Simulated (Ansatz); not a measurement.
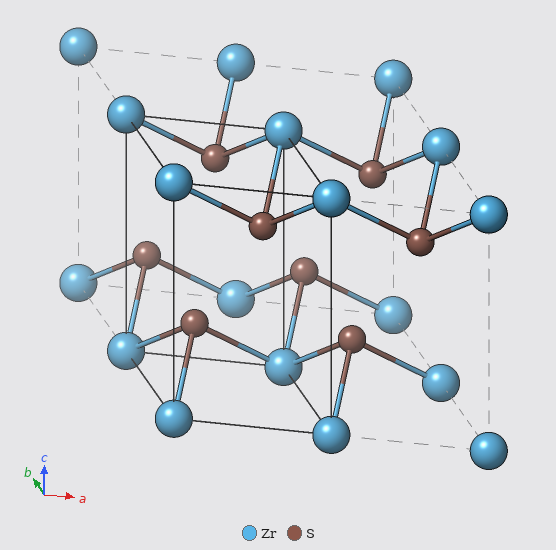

The crystal in a ball-and-stick representation, seen from a general direction. The unit cell (solid box) is repeated to 2×2×1 cells.

What structure is drawn here?

Formula: ZrS2. Strictly the space group is C2/m (No. 12, within 0.01 Å). It is a distorted form of a primitive hexagonal structure, space group P-3m1 (No. 164) within 0.25 Å: cadmium iodide (CdI₂, 1T) type. The cell has 3 atoms, namely 1 Zr, 2 S. The neighbours of Zr are six S in an octahedral arrangement. The neighbours of S are three Zr in a trigonal pyramidal arrangement. Not all metal-metal contacts are counted. The bonds build ZrS2 layers parallel to (001).

Origin of the cell: a structure listed in the Materials Project. The cell was then strained or its atoms displaced on purpose. It was run through Ansatz as a DFT input.
